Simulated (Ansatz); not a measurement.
GaSb₃

The calculation's input:

```
crystal:
  lattice:
    - [0.0, 3.6103913101, 3.422650962]
    - [3.6103913101, 0.0, 3.422650962]
    - [3.6103913101, 3.6103913101, 0.0]
  atoms:
    - { symbol: Ga, position: [0.0, 0.0, 0.0] }
    - { symbol: Sb, position: [0.25, 0.25, 0.25] }
    - { symbol: Sb, position: [0.75, 0.75, 0.75] }
    - { symbol: Sb, position: [0.5, 0.5, 0.5] }
basis:
  ecutwfc: 420
kpoints:
  mp_grid: { grid: [10, 10, 10] }
hamiltonian:
  xc: pbesol
  pseudopotentials: { kind: paw, azcp: { folder: soft_1 } }
scf:
  occupations: { method: gaussian, width: 0.15 }
output:
  forces: true
  stress: true
  eigenvalues: true
  write_density: true
  write_potential: true
  elf: true
  volumetric_format: npy
```

Launched as:

```sh
ansatz run input.yaml --threads 2 --pin off --max-ram 4096MiB --backend cpu --events-out ev --progress --plain --runs-dir out
```

Below, planes, directions and counts refer to the conventional cell (a = 5.11 Å, b = 5.11 Å, c = 6.85 Å, α = 90.00°, β = 90.00°, γ = 90.00°).

Space group I4/mmm; a structure from a database of computed crystals, not necessarily the ambient phase; computed pressure about 7 GPa in this cell; PAW files of the earlier set (soft_1).

Computed with DFT PBEsol, scalar-relativistic, plane waves, PAW (Ansatz).

**Predict the valence pseudo-density and electron localisation function between the atoms.**

Ga–Sb (3.07 Å): ρ is about 0.2 e/Å³ halfway; the ELF is about 0.40 at the midpoint.
Sb–Sb (3.07 Å): ρ is about 0.25 e/Å³ halfway; the ELF is about 0.45 at the midpoint.

**Does the calculation give a band gap?**

It is gapless in this calculation (a metal or semimetal).

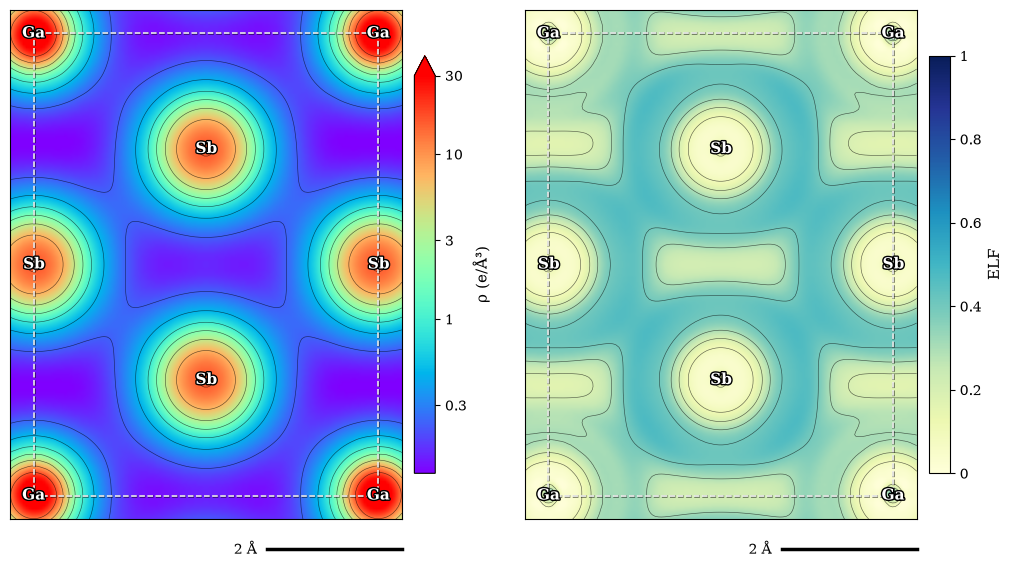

Computed valence pseudo-density and electron localisation function on the (010) plane of the conventional cell, in this order. 

In a PAW calculation such maps are meaningful between the atoms, not at the nuclei.
